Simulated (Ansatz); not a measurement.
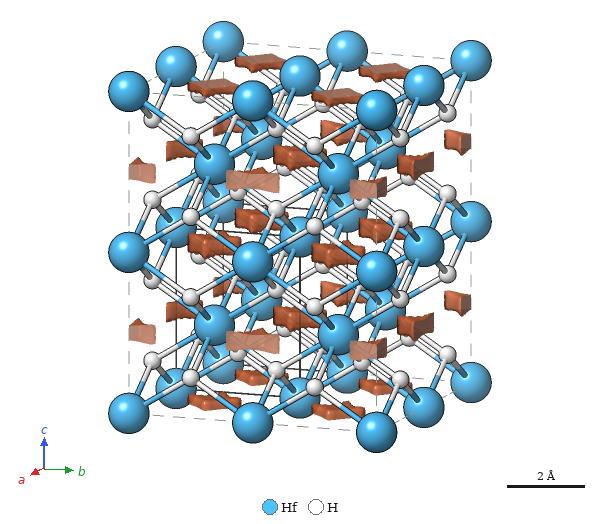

The orange surface encloses the points that the centre of a probe sphere of radius 0.20 Å can occupy in HfH2 (I4/mmm), computed on a grid of about 0.14 Å (2×2×2 cells shown, view slightly off an axis; pale faces close the region where the box cuts it).

Hard-sphere model; covalent radii (Cordero): Hf 1.75 Å, H 0.31 Å.

The cell is taken from the input geometry of an electronic-structure calculation (not necessarily at equilibrium).

```yaml
crystal:
  lattice:
    - [3.46141, 0.00000, 0.00000]
    - [0.00000, 3.46141, 0.00000]
    - [0.00000, 0.00000, 4.28960]
  atoms:
    - { symbol: Hf, position: [0.00000, 0.00000, 0.00000] }
    - { symbol: H, position: [0.50000, 0.00000, 0.25000] }
    - { symbol: H, position: [0.00000, 0.50000, 0.25000] }
    - { symbol: Hf, position: [0.50000, 0.50000, 0.50000] }
    - { symbol: H, position: [0.00000, 0.50000, 0.75000] }
    - { symbol: H, position: [0.50000, 0.00000, 0.75000] }
```

**Describe the connectivity of the accessible space.**

They are isolated pockets that do not connect across cells.

**What share of the cell can the probe's centre reach?**

About 2.2 % of the volume (1.1 Å³ of 51.4 Å³).

**Give the largest included and the largest free sphere.**

The largest sphere that fits anywhere has a diameter of 0.86 Å; the largest that can travel through the crystal, about 0.2 Å.

**How does the connectivity change as the probe shrinks?**

Below a radius of about 0.10 Å the space forms a two-dimensional network in layers parallel to (001). Below a radius of about 0.08 Å the space forms a three-dimensional network. These are grid estimates, good to about 0.05 Å.
